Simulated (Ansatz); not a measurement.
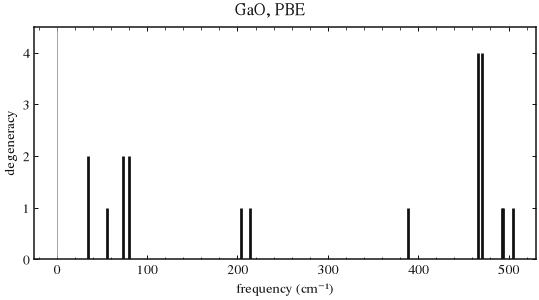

Calculation (Ansatz 0.2.0): harmonic phonon frequencies at the zone centre with atoms at rest in the given cell, without the long-range term of polar modes, the three translations left out, imaginary frequencies are negative; plane waves with PAW datasets, Γ-centred k mesh. Level: PBE, no spin polarisation.

- wave cutoff: 420 eV
- k mesh: 12×12×2
- occupations: fixed
- pressure: 3 GPa
- phonon method: linear response

Starting cell:
```
CELL_PARAMETERS angstrom
3.08469 0.00000 0.00000
-1.54235 2.67142 0.00000
0.00000 0.00000 12.92719
ATOMIC_POSITIONS crystal
Ga 0.33333 0.66667 0.40398
Ga 0.33333 0.66667 0.59602
Ga 0.00000 0.00000 0.09603
Ga 0.00000 0.00000 0.90397
O 0.66667 0.33333 0.15230
O 0.66667 0.33333 0.84770
O 0.00000 0.00000 0.34752
O 0.00000 0.00000 0.65248
```

Caption: Zone-centre optical phonon frequencies (the three acoustic modes are left out) for GaO, space group P-6m2 (No. 187) (cell built by us, not taken from a database).

No frequency is imaginary, so the structure is stable to these displacements (zone-boundary modes weren't tested here). The highest mode lies at 504.8 cm⁻¹ (without the field of polar modes). The optical modes lie at 34.7 (×2), 56.2, 73.9 (×2), 80.5 (×2), 204.0, 213.6, 388.7, 466.0 (×4), 471.0 (×4), 492.6, 493.3, 504.8 cm⁻¹.

Limits of the calculation: field response not converged on the k mesh; weakly bound, no dispersion correction.
